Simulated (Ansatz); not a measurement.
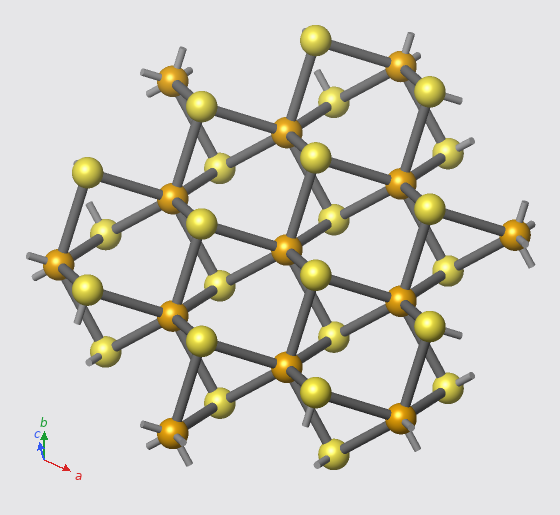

A cut-out of a periodic net derived from a crystal structure. Nodes are coloured by topological kind. One layer is drawn. Edges to nodes outside the piece are drawn as stubs.

> What net is this?

A binodal (3,6)-connected, two-periodic (layers) net. It is the net of the trigonal-prismatic layers of 2H-MoS2.

> Give point symbol and coordination sequence of each kind of node.

3-connected node: 4^3, sequence 3, 13, 9, 24, 15, 36; 6-connected node: 4^3.6^12, sequence 6, 6, 18, 12, 30, 18.

Origin of the net. System WS2 (space group P-6m2, No. 187); source of the atomic positions: the end point of a relaxation with Ansatz 0.2.0, DFT, PBE-D3(BJ), plane waves, PAW. Bonds are taken as S–W below 2.7 Å; no other contact counts. Atoms with one bond or none are removed and atoms with two bonds are replaced by edges, until no such atom is left. S is a 3-connected node; W is a 6-connected node, in the ratio 2:1.
